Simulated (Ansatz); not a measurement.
Single-point calculation, with input and output: Ti

- system: Ti (Im-3m, 1 atom in the cell)
- method: DFT r2SCAN, scalar-relativistic, plane waves, PAW, no spin polarisation (Ansatz 0.2.0)

The structure derives from an entry of the Crystallography Open Database. It belongs to a series of runs on one base structure; here: bulk in the cell of the (2 1 0) plane.

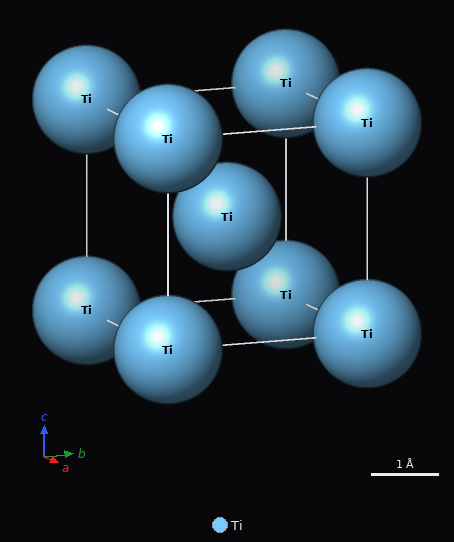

Fig. 1: The structure (spheres-only view of the cell 2 times as large as that of the calculation, set on its symmetry axes, seen slightly off an axis). An atom can appear more than once, as a periodic image.

Key numbers

```tsv
quantity	value
outcome	converged
space group (tolerance 0.01 Å)	Im-3m (229)
electrons treated	12
free energy	−2504.2391 eV
Fermi energy	13.295 eV
gap on the k-point mesh	none (metallic)
pressure	0.02 GPa
largest force (length of the vector)	under 0.001 eV/Å
hardware	4 threads of AMD EPYC (Zen 5), 32 GiB of memory available, shared host
wall time	2.8 s (CPU time 10 s)
peak memory	0.65 GiB
```

Warnings of the run: the k-point mesh lowers the symmetry that the run can use. The k-point mesh is coarse for a cell of this size, so the results may not be converged.

Input file
```yaml
crystal:
  lattice:
    - [3.2517897396, 0.0, 0.0]
    - [0.0, 7.2712229062, 0.0]
    - [1.6258948698, -2.1813668719, 0.7271222906]
  atoms:
    - { symbol: Ti, position: [0.0, 0.0, 0.0] }
basis:
  ecutwfc: 500
kpoints:
  mp_grid: { grid: [11, 5, 46] }
hamiltonian:
  xc: r2scan
scf:
  occupations: { method: gaussian, width: 0.1 }
output:
  forces: true
  stress: true
  eigenvalues: true
```

Launch command:
```bash
ansatz run input.yaml --threads 4 --pin off --max-ram 10240MiB --backend cpu --events-out ev --progress --plain --runs-dir out
```

Log
```
Warning: crystal.symmetry: narrowed to the stabiliser of the k-point mesh — unitary ops 48 → 2; excluded 46 operations that carry a point of the 11×5×46 mesh (shift [0, 0, 0]) off the mesh (the run samples exactly the mesh kpoints.mp_grid names, as under crystal.symmetry.detect: false, and its converged state has the mesh's symmetry, not the crystal's; ε∞, the Born charges and the force constants of a linear response (`dielectric:` by the response, `phonons.method: dfpt`) are averaged over those of the crystal's operations that the state keeps within a tolerance, where `mesh_tensors`, `unaveraged_element` or `gamma_mean_max_change_ev_ang2` stands beside them; a row that `dielectric.field_direction` solves alone is averaged likewise, with nothing beside; a Γ-centred mesh of equal divisions is mapped onto itself by every operation and keeps the whole group, as does a half-shifted one under kpoints.further_shifts: images)
basis.fft_grid_basis auto: the FFT boxes are laid along the combinations [[1, 0, -1], [-1, 1, 3], [0, 0, 1]] of the cell's own vectors, 2.816, 2.816 and 2.816 Å long. The dense box has 24×32×24 points. Along the cell's own vectors, as sized, it would have 24×54×24, 1.69 times as many. Of the 48 symmetry operations that the crystal satisfies within crystal.symmetry.tolerance (time reversal apart; of a slab, those that keep its plane) the dense box along the cell's own vectors carries 4, and the one as laid loses 2 of those. basis.fft_grid_basis: typed keeps the cell's own vectors: state it where this run's energies or levels are differenced outside the engine with another run's, or held beside a run that keeps those vectors.
Engine: ansatz 0.2.0, x86_64-unknown-linux-gnu
Pseudopotentials: kind: paw
Pseudopotential: Ti, paw, valence charge 12, recommended cutoff 500 eV (meta_gga), Ti.paw.azcp
Functional definition: r2SCAN
  parameter k0 = 0.174
  parameter k1 = 0.065
  parameter a1 = 4.9479
  exchange = r2scan_x(k0 = k0, k1 = k1, a1 = a1)
  correlation = r2scan_c
Crystal: 1 atoms, lattice volume = 17.192 Å³
Basis set: ecut = 500 eV, 429 PW (Γ), FFT grids on a1−a3, −a1+a2+3a3, a3, exchange–correlation on 96×128×96 points (64 copies of the dense FFT grid, shifted against one another)
Bands: 10, of which v1, the nominal top of the filled ones, is band 6 counted from 1 (5 counted from 0)
Symmetry: 2 space group operations
k-points: 1266 of 2530
Non-local potential: Ti, projectors of the file, l = 0: 3, l = 1: 2, l = 2: 3, l = 3: 1
PAW form: soft (Blöchl's): semilocal exchange-correlation on the pseudo side does not see the compensation charge
PAW frozen core: Ti, regenerated for the run's functional (the file was generated under x = pbe(κ = 0.804, μ = 0.2195149727645171), c = pbe(β = 0.06672455060314922))
PAW one-centre angular grid: Ti, 590 points (default); XC on 160 Gauss nodes
Initial density: superposition of atomic densities (neutral atoms: chi_scale 0, normalization atom), corrected by the library's trained network
Initial wavefunctions: pseudopotential atomic-orbital guess
Functional: x = r2scan, c = r2scan; τ floored in thin density (d = 2e-4 eV/Å³)
SCF iter   1: F=—  HF=-2504.217343 eV  |F-HF|=—  |Δ(HF+E_count)|=         —  Δρ=1.43e-2  dr2=3.02e-2  dr2_τ=6.94e-3  ethr=1.77e-3  ⟨swp⟩=4.6  Hψ=70020  notcnv=0
preconditioner: auto → none  [metal: Δε(μ)=0.002 eV  Ē_g=4.546 eV  σ=0.100 eV  W_gap=0.01  n_scr=0 (ndim 8)  ℏωp=17.9 eV  f_vac=0.000  D(μ)=2.16/eV (n_scr^D=42)]
SCF iter   2: F=—  HF=-2504.239062 eV  |F-HF|=—  |Δ(HF+E_count)|=   2.17e-2  Δρ=4.61e-3  dr2=2.42e-3  dr2_τ=6.83e-4  ethr=2.52e-4  ⟨swp⟩=2.7  Hψ=33744  notcnv=0  defer=114
SCF iter   3: F=—  HF=-2504.238714 eV  |F-HF|=—  |Δ(HF+E_count)|=   3.48e-4  Δρ=1.91e-3  dr2=2.08e-4  dr2_τ=6.02e-5  ethr=2.01e-5  ⟨swp⟩=2.9  Hψ=24100  notcnv=0  defer=114
SCF iter   4: F=—  HF=-2504.239117 eV  |F-HF|=—  |Δ(HF+E_count)|=   4.04e-4  Δρ=2.80e-4  dr2=7.37e-6  dr2_τ=7.47e-7  ethr=1.73e-6  ⟨swp⟩=2.0  Hψ=19128  notcnv=0  defer=114
SCF iter   5: F=—  HF=-2504.239130 eV  |F-HF|=—  |Δ(HF+E_count)|=   1.23e-5  Δρ=5.53e-5  dr2=2.63e-7  dr2_τ=9.69e-9  ethr=6.14e-8  ⟨swp⟩=2.7  Hψ=19676  notcnv=0  defer=114
SCF iter   6: F=-2504.239130 eV  HF=-2504.239130 eV  |F-HF|=1.89e-9  |Δ(HF+E_count)|=   5.15e-7  Δρ=4.89e-6  dr2=1.81e-9  dr2_τ=2.04e-10  ethr=8.33e-10  ⟨swp⟩=5.3  Hψ=55983  notcnv=0
SCF 1 converged in 6 iterations: F = -2504.239130 eV  dr2 = 1.81e-9
  greatest PAW one-centre occupation: 1.000 electrons in one spin orbital (limit 2), on the Ti atom at site 0 (counted from 0), in its partial waves of l = 1
```

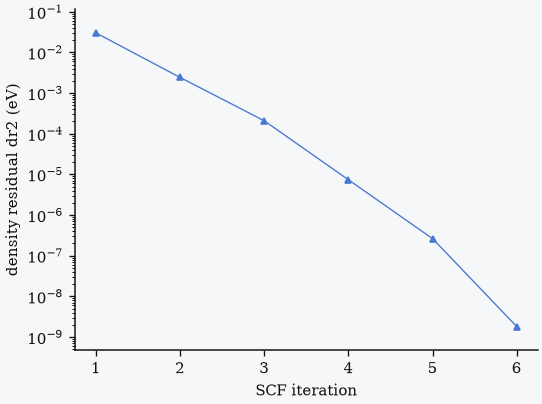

Fig. 2: Convergence of the self-consistent field: density residual dr2 against the SCF iteration. The residual falls at every step.

```
SCF converged after 6 iterations
Free energy (F): -2504.239130 eV
Harris-Foulkes:  -2504.239130 eV  (|F-HF|=1.89e-9)
Internal energy: -2504.228252 eV  (E = F + TS)
E sigma→0 (E₀):  -2504.233691 eV
Entropy (-TS):   -0.010878 eV (-10.878 meV/atom)
Fermi energy:    13.295272 eV
--- Per-component energies (eV) ---
  E_band       = -168.104426
  E_kinetic    = 272.804266
  E_local      = -804.160878  (includes V_loc(G=0)·N_el)
  E_nonlocal   = 7.595645
  E_hartree    = 329.804954
  E_xc         = -92.823143
  E_vxc        = -132.713880  (∫ρ·V_xc dr)
  E_paw        = -1056.891819  (= ΣΔE_a)
  E_vpaw       = -180.390711  (= ΣTr[D̂ρ^β])
  E_aug_tail   = 0.000090  (compensation charges beyond the density's cutoff)
  E_vtau       = 9.151586  (kinetic-family band-sum trace: ∫τ·v_τ [+ j·A + Jᵃ·Aᵃ] dr)
  E_ewald      = -1160.303909
  E_core_change = -0.253457  (= ΣΔE_core)
  E_smearing   = -0.010878  (= −TS)
  E_closure    = 0.000000  (closes the sum)
  Σ components = -2504.239130   (vs F -2504.239130, Δ=0.00e0)
--- Forces (eV/Å), atoms counted from 1 ---
  atom   1  Ti     0.00000000     0.00000000     0.00000000
  max |Σ_I F_I| component: 0.00e0 eV/Å
--- Stress (GPa, compression-positive) ---
        0.102276       0.019218      -0.055093
        0.019218      -0.118375      -0.015743
       -0.055093      -0.015743       0.065799
  P = ⅓ Tr σ = 0.0166 GPa (0.166 kbar)
--- Band table (eV; the first three rows and the last of 1266) ---
  k-point 0: bands = ["-45.6152", "-20.3980", "-20.3966", "-20.3948", "6.9049", "14.4395", "14.4403", "14.4413", "16.2434", "16.2452"]
  k-point 1: bands = ["-45.6088", "-20.4280", "-20.4055", "-20.4010", "7.0756", "14.3768", "14.4166", "14.5466", "16.1258", "16.2716"]
  k-point 2: bands = ["-45.5904", "-20.5161", "-20.4351", "-20.4099", "7.5703", "14.2082", "14.3215", "14.8545", "15.8404", "16.3576"]
  k-point 1265: bands = ["-45.4814", "-20.9870", "-20.6412", "-20.4603", "11.0507", "12.8613", "13.2448", "16.1039", "16.6549", "18.2140"]
```
